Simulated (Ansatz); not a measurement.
## Run report: InP, band-structure calculation

InP (F-43m, 2 atoms in the cell), computed with DFT, PBE, plane waves, PAW, no spin polarisation (Ansatz 0.2.0).

The structure derives from an entry of the Crystallography Open Database. The geometry comes from this level: r2SCAN (a point of a series of strains). Figures and captions count atoms from 1; the log counts them from 0 in places.

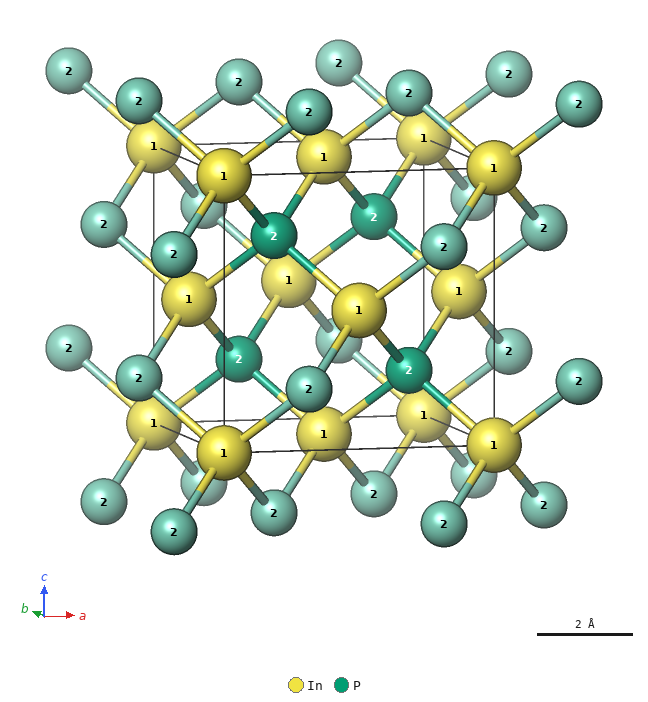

Fig. 1: The structure as given in the input (ball-and-stick view of the cell 4 times as large as that of the calculation, set on its symmetry axes, seen slightly off an axis; neighbours outside the cell are drawn fainter; atoms are numbered from 1 in the order of the input). Near neighbours in the crystal (not all of them lie inside the picture): In has 4 P at 2.56 Å; P has 4 In at 2.56 Å.

## Input
```yaml
crystal:
  lattice:
    - [0.0, 2.9538133435, 2.9538133435]
    - [2.9538133435, 0.0, 2.9538133435]
    - [2.9538133435, 2.9538133435, 0.0]
  atoms:
    - { symbol: In, position: [0.0, 0.0, 0.0] }
    - { symbol: P, position: [0.25, 0.25, 0.25] }
kpoints:
  mp_grid: { grid: [8, 8, 8] }
  band_path:
    path:
      - [0.0, 0.0, 0.0]
      - [-0.5, -0.5, 0.0]
      - [-0.375, -0.375, 0.25]
      - [-0.375, 0.0, 0.375]
      - [0.0, 0.0, 0.5]
      - [-0.5, -0.25, 0.25]
    npoints: 1
hamiltonian:
  xc: pbe
scf:
  occupations: { method: fermi_dirac, width: 0.02 }
  n_extra_bands: 4
output:
  forces: true
  stress: true
  eigenvalues: true
  write_density: true
  write_potential: true
  elf: true
  volumetric_format: npy
```

Run as:
```bash
ansatz run input.yaml --threads 4 --pin off --max-ram 4608MiB --backend cpu --events-out ev --progress --plain --runs-dir out
```

## The program's output
```
scf.n_extra_bands = 4 over 9 filled bands (N_el = 18.0): the run solves 13 bands
Engine: ansatz 0.2.0, aarch64-unknown-linux-gnu
Pseudopotentials: kind: paw
Pseudopotential: In, paw, valence charge 13, recommended cutoff 420 eV (normal), In.paw.azcp
Pseudopotential: P, paw, valence charge 5, recommended cutoff 420 eV (normal), P.paw.azcp
Functional definition: PBE
  parameter kappa = 0.804
  parameter beta = 0.06672455060314922
  exchange = pbe_x(kappa = kappa, mu = beta*pi^2/3)
  correlation = pbe_c(beta = beta)
Crystal: 2 atoms, lattice volume = 51.544 Å³
Basis set: ecut = 420 eV, 965 PW (Γ), exchange–correlation on 60×60×60 points (8 copies of the dense FFT grid, shifted against one another)
Bands: 13, of which v1, the nominal top of the filled ones, is band 9 counted from 1 (8 counted from 0)
Symmetry: 24 space group operations
Space group: F-43m (ITA 216), of the structure as read, at distance tolerance 3.7e-5 Å
k-points: 29 of 512 (time reversal used)
Non-local potential: In, projectors of the file, l = 0: 2, l = 1: 2, l = 2: 2, l = 3: 2
Non-local potential: P, projectors of the file, l = 0: 2, l = 1: 2, l = 2: 2
PAW form: soft (Blöchl's): semilocal exchange-correlation on the pseudo side does not see the compensation charge
PAW one-centre angular grid: In, 590 points (default); XC on 64 Gauss nodes
PAW one-centre angular grid: P, 110 points (default); XC on 64 Gauss nodes
Initial density: superposition of atomic densities (neutral atoms: chi_scale 0, normalization atom), corrected by the library's trained network
Initial wavefunctions: pseudopotential atomic-orbital guess
Functional: x = pbe(κ = 0.804, μ = 0.2195149727645171), c = pbe(β = 0.06672455060314922)
SCF iter   1: F=—  HF=-6354.001973 eV  |F-HF|=—  |Δ(HF+E_count)|=         —  Δρ=1.94e-3  dr2=4.18e-3  ethr=1.77e-3  ⟨swp⟩=6.7  Hψ=2610  notcnv=0
preconditioner: auto → none  [insulator: Δε(μ)=0.571 eV  Ē_g=14.652 eV  σ=0.020 eV  W_gap=1.00  n_scr=14 (ndim 8)  ℏωp=21.9 eV  f_vac=0.023  D(μ)=0.00/eV (n_scr^D=0)  ε∞_Penn≈3.2]
SCF iter   2: F=—  HF=-6353.999841 eV  |F-HF|=—  |Δ(HF+E_count)|=   2.13e-3  Δρ=1.18e-3  dr2=7.13e-4  ethr=2.32e-5  ⟨swp⟩=2.9  Hψ=1077  notcnv=0
SCF iter   3: F=—  HF=-6353.999654 eV  |F-HF|=—  |Δ(HF+E_count)|=   1.88e-4  Δρ=3.55e-4  dr2=6.65e-5  ethr=3.96e-6  ⟨swp⟩=2.0  Hψ=650  notcnv=0
SCF iter   4: F=—  HF=-6353.999706 eV  |F-HF|=—  |Δ(HF+E_count)|=   5.20e-5  Δρ=1.12e-4  dr2=5.08e-6  ethr=3.69e-7  ⟨swp⟩=2.0  Hψ=646  notcnv=0
SCF iter   5: F=—  HF=-6353.999709 eV  |F-HF|=—  |Δ(HF+E_count)|=   3.07e-6  Δρ=6.70e-5  dr2=2.14e-6  ethr=2.82e-8  ⟨swp⟩=2.0  Hψ=638  notcnv=0
SCF iter   6: F=-6353.999708 eV  HF=-6353.999708 eV  |F-HF|=7.58e-9  |Δ(HF+E_count)|=   5.06e-7  Δρ=7.03e-6  dr2=2.17e-8  ethr=5.56e-10  ⟨swp⟩=11.2  Hψ=3593  notcnv=0
SCF 1 converged in 6 iterations: F = -6353.999708 eV  dr2 = 2.17e-8
  greatest PAW one-centre occupation: 0.981 electrons in one spin orbital (limit 2), on the In atom at site 0 (counted from 0), in its partial waves of l = 2
NSCF: frozen V_eff on 6 k-points
SCF converged after 6 iterations
Free energy (F): -6353.999708 eV
Harris-Foulkes:  -6353.999708 eV  (|F-HF|=7.58e-9)
Internal energy: -6353.999708 eV  (E = F + TS)
E sigma→0 (E₀):  -6353.999708 eV
Fermi energy:    7.002040 eV
--- Per-component energies (eV) ---
  E_band       = -56.455351
  E_kinetic    = 313.018312
  E_local      = -1412.575833  (includes V_loc(G=0)·N_el)
  E_nonlocal   = 401.393094
  E_hartree    = 556.783766
  E_xc         = -276.362533
  E_vxc        = -159.551199  (∫ρ·V_xc dr)
  E_paw        = -4725.182850  (= ΣΔE_a)
  E_vpaw       = -312.311322  (= ΣTr[D̂ρ^β])
  E_aug_tail   = 0.000029  (compensation charges beyond the density's cutoff)
  E_ewald      = -1211.073693
  E_smearing   = -0.000000  (= −TS)
  E_closure    = 0.000000  (closes the sum)
  Σ components = -6353.999708   (vs F -6353.999708, Δ=0.00e0)
--- Forces (eV/Å), atoms counted from 1 ---
  atom   1  In     0.00000000     0.00000000     0.00000000
  atom   2  P     -0.00000000     0.00000000    -0.00000000
  max |Σ_I F_I| component: 1.11e-16 eV/Å
--- Stress (GPa, compression-positive) ---
        1.649618       0.000000      -0.000000
        0.000000       1.649618       0.000000
       -0.000000       0.000000       1.649618
  P = ⅓ Tr σ = 1.6496 GPa (16.496 kbar)
--- Band table (eV; the first three rows and the last of 29) ---
  k-point 0: bands = ["-7.4429", "-7.4429", "-7.4429", "-7.3023", "-7.3023", "-4.6583", "6.6983", "6.6983", "6.6983", "7.2838", "10.7875", "10.7875", "10.7875"]
  k-point 1: bands = ["-7.4599", "-7.4360", "-7.4360", "-7.3022", "-7.3022", "-4.4866", "5.1565", "6.5198", "6.5198", "8.2607", "10.9214", "11.0560", "11.0560"]
  k-point 2: bands = ["-7.4992", "-7.4214", "-7.4214", "-7.2998", "-7.2998", "-4.0075", "3.3046", "6.1621", "6.1621", "8.4280", "11.4717", "11.4717", "11.9518"]
  k-point 28: bands = ["-7.5824", "-7.3876", "-7.3541", "-7.3209", "-7.2883", "-2.3137", "1.1970", "3.8456", "3.8939", "10.9821", "10.9877", "12.2089", "12.9043"]
```

## File rho_z.tsv
```
# z_ang	rho[e/angstrom^3]
# format = ansatz-planar-average/11
# lattice	0.000000000	2.953813343	2.953813343
# lattice	2.953813343	0.000000000	2.953813343
# lattice	2.953813343	2.953813343	0.000000000
# sites	2
# site	49	0.000000000	0.000000000	0.000000000
# site	15	1.476906672	1.476906672	1.476906672
0.000000	8.793495e-1
0.139244	8.711951e-1
0.278488	8.032811e-1
0.417732	6.976026e-1
0.556976	5.801732e-1
0.696220	4.720407e-1
0.835465	3.851581e-1
0.974709	3.220652e-1
1.113953	2.786890e-1
1.253197	2.489184e-1
1.392441	2.275705e-1
1.531685	2.102412e-1
1.670929	1.928827e-1
1.810173	1.731934e-1
1.949417	1.517137e-1
2.088661	1.307774e-1
2.227906	1.126833e-1
2.367150	9.875074e-2
2.506394	8.940908e-2
2.645638	8.490925e-2
2.784882	8.597839e-2
2.924126	9.415208e-2
3.063370	1.126895e-1
3.202614	1.478933e-1
3.341858	2.082401e-1
3.481102	3.001436e-1
3.620347	4.228993e-1
3.759591	5.656961e-1
3.898835	7.075132e-1
4.038079	8.206515e-1
```

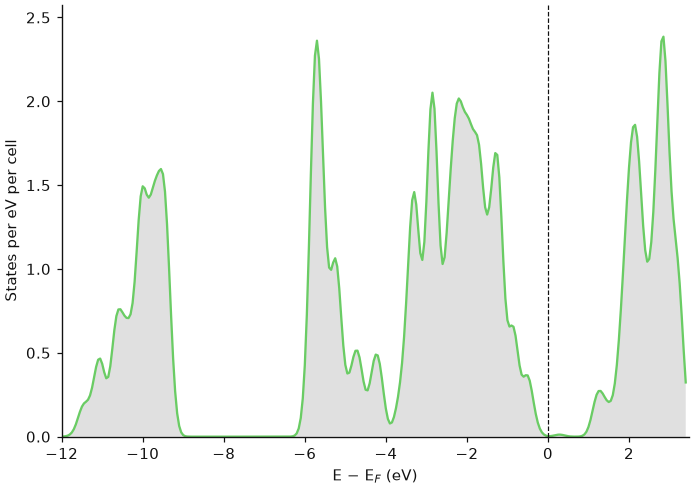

Fig. 2: Density of states (the curve is built from the levels of the k mesh with Gaussians 0.3 eV wide, which also blur the band edges), with energies from the Fermi level. Small ripples come from the finite k-point mesh.

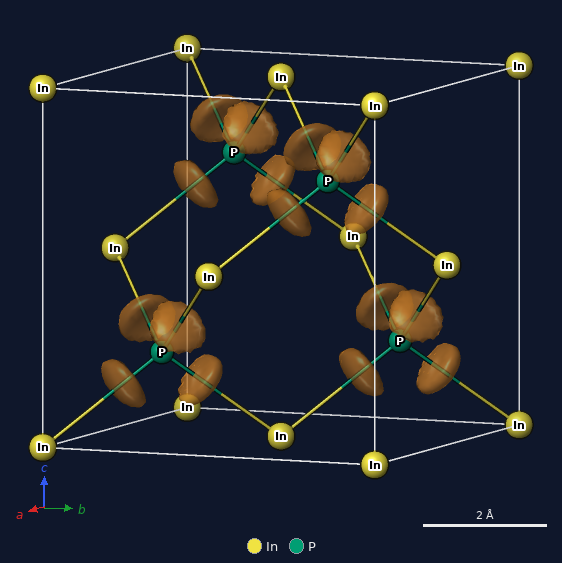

Fig. 3: Isosurface of the ELF at 0.85 (orange), seen slightly off an axis. Core shells and regions of very low density are left out. Sticks mark near contacts. The outline is the cell set on symmetry axes. Values along the shortest contacts: In–P (2.56 Å): the ELF is about 0.55 at the midpoint. Core electrons are frozen (PAW), so the fields are smoothed inside the atomic spheres.

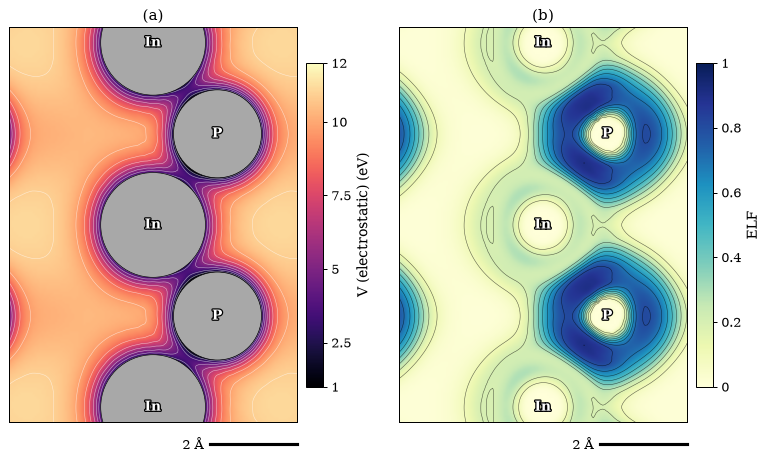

Fig. 4: (a) electrostatic potential (local pseudopotential plus Hartree) felt by an electron; (b) electron localisation function on the (011) plane of the conventional cell. Grey discs, where drawn, cover atomic cores. In–P (2.56 Å): the ELF is about 0.55 at the midpoint. Outside the cores the potential energy rises away from the atoms and is highest about 2.5 Å from the nearest atoms; outside the discs it spans about 10 eV, and its zero is arbitrary.

## Key numbers

- outcome: converged
- space group (tolerance 0.01 Å): F-43m (216)
- electrons treated: 18
- free energy: −6353.9997 eV
- Fermi energy: 7.002 eV
- band gap: 0.59 eV
- pressure: 1.65 GPa
- largest force (length of the vector): under 0.001 eV/Å
- hardware: 4 threads of Arm Neoverse N1, 54 GiB of memory available, shared host
- wall time: 1.9 s (CPU time 5.8 s)
- peak memory: 0.33 GiB
